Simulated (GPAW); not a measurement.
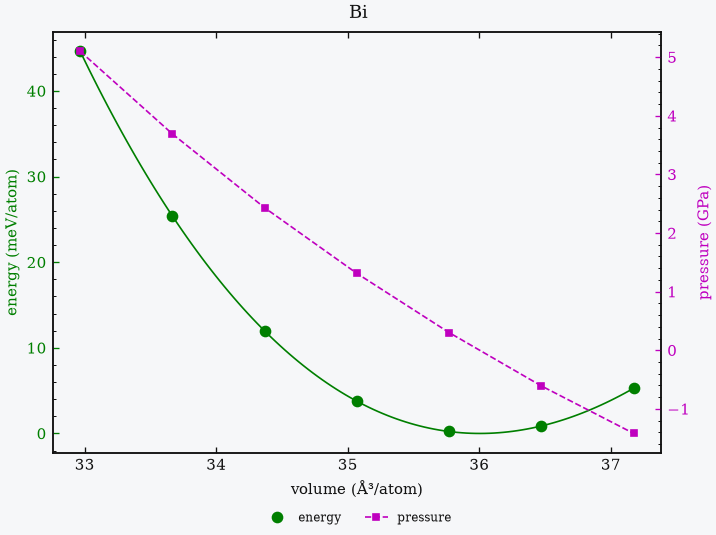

The picture above shows the energy and pressure against volume for Bi, space group R-3m (No. 166).

Starting cell:
```
CELL_PARAMETERS angstrom
2.26750 1.30914 3.93800
-2.26750 1.30914 3.93800
0.00000 -2.61828 3.93800
ATOMIC_POSITIONS crystal
Bi 0.76600 0.76600 0.76600
Bi 0.23400 0.23400 0.23400
```

Calculation (GPAW 26.7.0): PAW DFT in plane waves, on a grid or in atomic orbitals, no spin polarisation; energies at scaled volumes of the given cell, shape and fractions fixed, counted from the fit's minimum, third-order Birch-Murnaghan fit. Level: r2SCAN.

```csv
setting,value
k mesh,6×6×6
occupations,Fermi–Dirac
smearing width,0.05 eV
potentials,GPAW PAW data sets (gpaw data 1.2.1)
wave cutoff,600 eV
program settings,basis pw
```

How stiff is the solid, and where is its volume at rest?

Answer. A third-order Birch–Murnaghan fit gives V0 = 36.00 Å³/atom, B0 = 47.3 GPa and B′ = 4.6.

How does the pressure vary with volume?

Answer. It falls from 5.10 GPa at volume 32.97 Å³/atom to −1.42 GPa at 37.17 Å³/atom, and changes sign near 36.00 Å³/atom.

Caveats: spin-orbit coupling left out, heavy elements; shape and atomic fractions are frozen while scaling, which makes layered, chain and framework solids too stiff.
